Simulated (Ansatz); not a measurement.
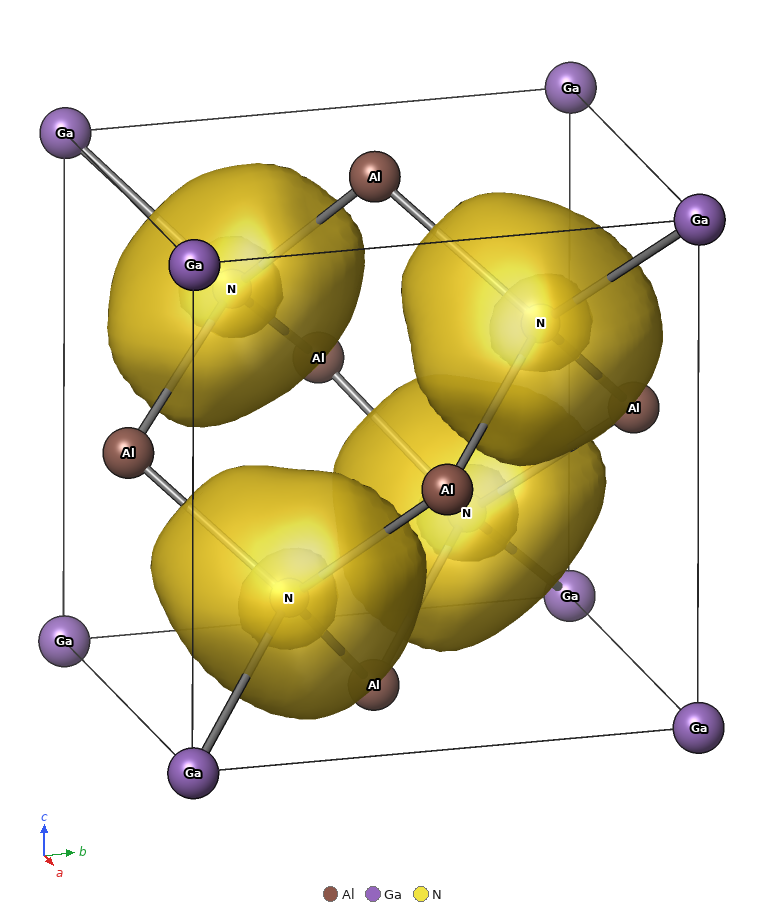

Figure. Al₃GaN₄. Isosurface of the electron localisation function at 0.65 (yellow), seen slightly off an axis. Only the valence region is drawn (cores and ρ < 0.01 e/Å³ removed). Sticks mark near contacts.

Space group P1; a structure from a database of computed crystals, not necessarily the ambient phase; changed on purpose from its base cell (all atoms moved at random (sigma 0.03 A a component), cell strained at random (sigma 0.01)); not relaxed (largest force 1.6 eV/Å).

Theory: Ansatz 0.2.0, DFT r2SCAN, scalar-relativistic, plane waves, PAW.

In a PAW calculation such maps are meaningful between the atoms, not at the nuclei.

```cif
data_structure
_symmetry_space_group_name_H-M 'P 1'
_symmetry_Int_Tables_number 1
_cell_length_a 4.3758
_cell_length_b 4.3803
_cell_length_c 4.4541
_cell_angle_alpha 88.338
_cell_angle_beta 89.516
_cell_angle_gamma 88.742
_cell_volume 85.31
loop_
_atom_site_label
_atom_site_type_symbol
_atom_site_fract_x
_atom_site_fract_y
_atom_site_fract_z
_atom_site_occupancy
Al1 Al 0.99561 0.50459 0.51050 1
Al2 Al 0.50298 0.99909 0.49977 1
Al3 Al 0.50052 0.48628 0.99917 1
Ga1 Ga 0.99616 0.00277 0.99719 1
N1 N 0.74383 0.75280 0.74980 1
N2 N 0.25620 0.26683 0.73503 1
N3 N 0.25642 0.73210 0.25278 1
N4 N 0.74828 0.25554 0.25577 1
```

What do the ELF domains correspond to?

Answer. The surface consists of four regions on N in which the atom's valence shell and bonds are merged, counted in one cell of 8 atoms. Regions shared between cells count once.

Values along the shortest contacts:
Al–N (1.81 Å): the ELF peaks at about 0.90 between the atoms: a polar covalent bond. Ga–N (1.93 Å): the ELF peaks at about 0.85 in the valence shell of N, 0.7 Å from its nucleus, and is about 0.45 at the midpoint.
